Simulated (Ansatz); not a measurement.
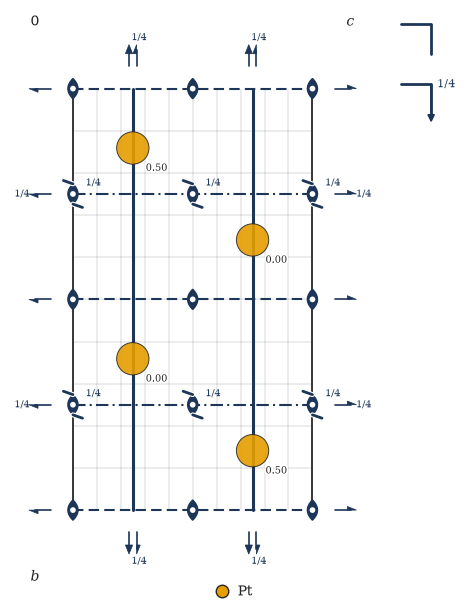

Plan of a unit cell projected along a (b down the page, c across); the numbers are heights as fractions of a, and atoms on the cell's edges are repeated. The grid marks tenths of b and c. The symmetry elements are drawn over the atoms. Symbols follow the International Tables: origin at the upper left, the third axis towards the viewer; heavy, dashed, dotted, dash-dotted and dash-dot-dot lines are mirror, in-plane glide, out-of-plane glide, diagonal (n; with arrows d) and double (e) glide planes seen edge on; arrows at the rim are 2 (full head) and 2₁ (half head) axes in the plane; the corner sign is a plane parallel to the page; fractions are heights. Handed screw axes carry their printed symbol instead of tails. Source: the end point of a relaxation with DFT, RPBE, plane waves (420 eV) with PAW, scalar-relativistic (Ansatz); the starting structure was generated, so it need not be a known form of this composition. Geometry calculated from the standardised cell; symmetry tolerance 0.002 Å.

a = 2.744 Å, b = 6.608 Å, c = 3.755 Å, α = 90.00°, β = 90.00°, γ = 90.00°.

Q: What does the cell contain?

A: 4 Pt: Pt, Z = 4.

Q: Which space group?

A: No. 63, Cmcm, C-centred orthorhombic.

Q: Give the independent sites, coordinates to two places.

A:
```csv
atom,site,symmetry,x,y,z
Pt,4c,m2m,0.50,0.14,0.25
```
